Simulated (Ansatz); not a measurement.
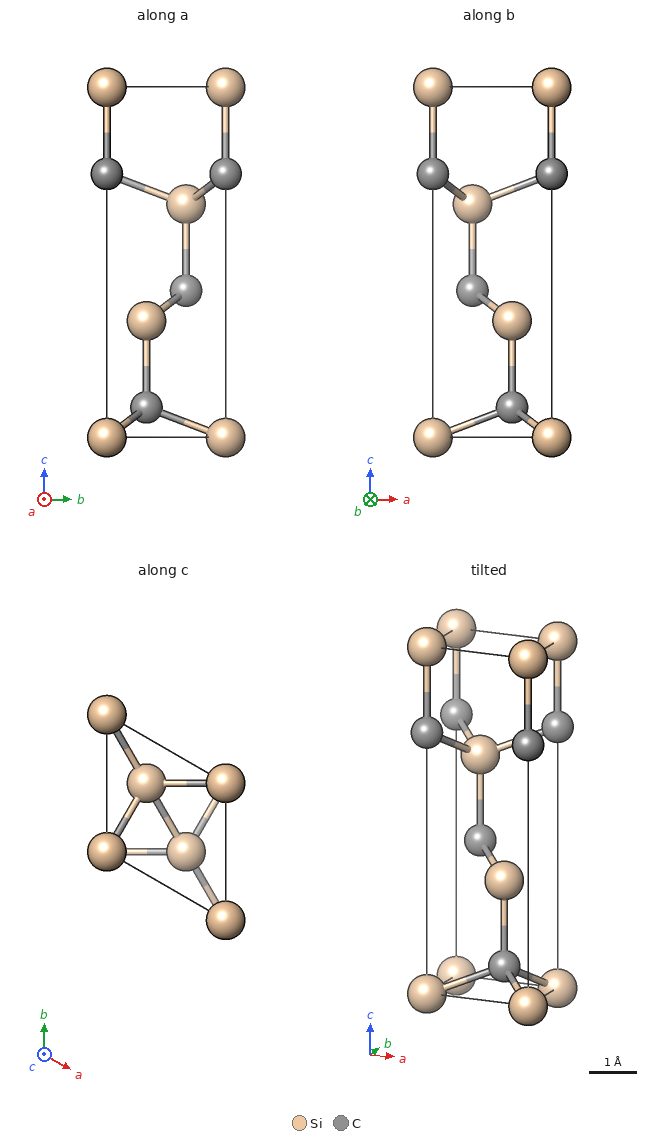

Ball-and-stick representation of a periodic structure, projected along the a axis, along the b axis, along the c axis and slightly off an axis. The conventional unit cell is outlined; an atom on or near a face, edge or corner is repeated at each equivalent position.

Lattice parameters: a = 2.974 Å, b = 2.974 Å, c = 7.597 Å, α = 90.00°, β = 90.00°, γ = 120.00°.

Q: From the views, write a table of Wyckoff sites, with free fractional coordinates to two decimals.

A: Space group R3m:H (No. 160).
```
atom  site       x       y     z
  Si    3a  0.6667  0.3333  0.33
   C    3a  0.6667  0.3333  0.08
```

Starting structure: a structure type filled with these elements by a generator (whether the compound takes this form wasn't checked). The cell was then strained or its atoms displaced on purpose. It went into a calculation with Ansatz.

At this level of theory the cell isn't at rest (compressed, at 20 GPa), so its distances can differ from those at equilibrium, the more so the softer the solid.
